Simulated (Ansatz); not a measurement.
Consider CoPdO2 (slab).

Input

```
crystal:
  lattice:
    - [2.8661014887, 0.0, 0.0]
    - [-1.4330507444, 2.4821166991, 0.0]
    - [0.0, 0.0, 24.8863243027]
  atoms:
    - { symbol: O, position: [0.0, 0.0, 0.3013703393] }
    - { symbol: Co, position: [0.3333333333, 0.6666666667, 0.3403351555] }
    - { symbol: O, position: [0.6666666667, 0.3333333333, 0.3792999716] }
    - { symbol: Pd, position: [0.6666666667, 0.3333333333, 0.4597666572] }
    - { symbol: O, position: [0.6666666667, 0.3333333333, 0.5402333428] }
    - { symbol: Co, position: [0.0, 0.0, 0.5791981589] }
    - { symbol: O, position: [0.3333333333, 0.6666666667, 0.6181629751] }
    - { symbol: Pd, position: [0.3333333333, 0.6666666667, 0.6986296607] }
basis:
  ecutwfc: 420
kpoints:
  mp_grid: { grid: [12, 12, 1] }
hamiltonian:
  xc: pbe
  hubbard: { sites: [{ species: Co, l: d, u_eff: 3.32 }] }
scf:
  occupations: { method: gaussian, width: 0.1 }
output:
  forces: true
  eigenvalues: true
  write_density: true
  write_potential: true
  elf: true
  volumetric_format: npy
relax:
  adjacent_minimum: "off"
  f_tol: 0.02
  max_steps: 60
efield:
  axis: 3
  dipole_correction: true
```

Run with:

```sh
ansatz run input.yaml --threads 2 --pin off --max-ram 5120MiB --backend cpu --events-out ev --progress --plain --runs-dir out
```

The fields are those of the run's last geometry, not of the input's.

Computed without spin polarisation; Hubbard U of 3.32 eV on Co d only.

Method: DFT PBE+U, scalar-relativistic, plane waves, PAW (Ansatz 0.2.0).

> What can the converged valence pseudo-density and electron localisation function tell about the bonding?

Pd–O (2.06 Å): the density is about 0.69 e/Å³ at the midpoint; the ELF peaks at about 0.85 in the valence shell of O, 0.6 Å from its nucleus, and drops to about 0.15 between the two atoms (no localised pair shows between them).

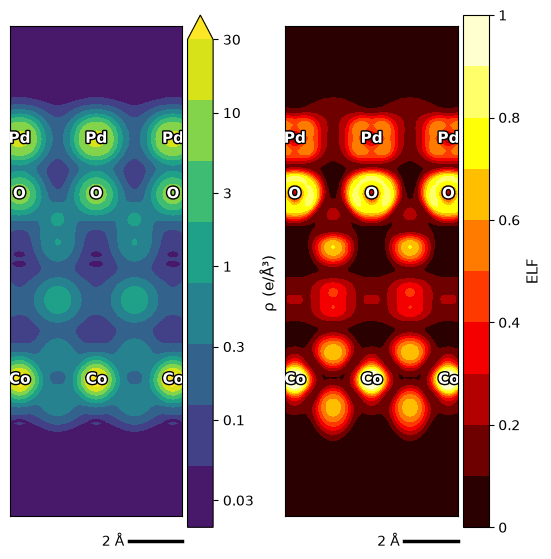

Computed valence pseudo-density and electron localisation function on the (100) plane of the calculation cell, a cut from vacuum to vacuum, in this order. Atoms just off the plane (O, 0.8 Å away, Pd, 0.8 Å away and Co, 0.8 Å away) can leave unmarked features too.

In a PAW calculation such maps are meaningful between the atoms, not at the nuclei.
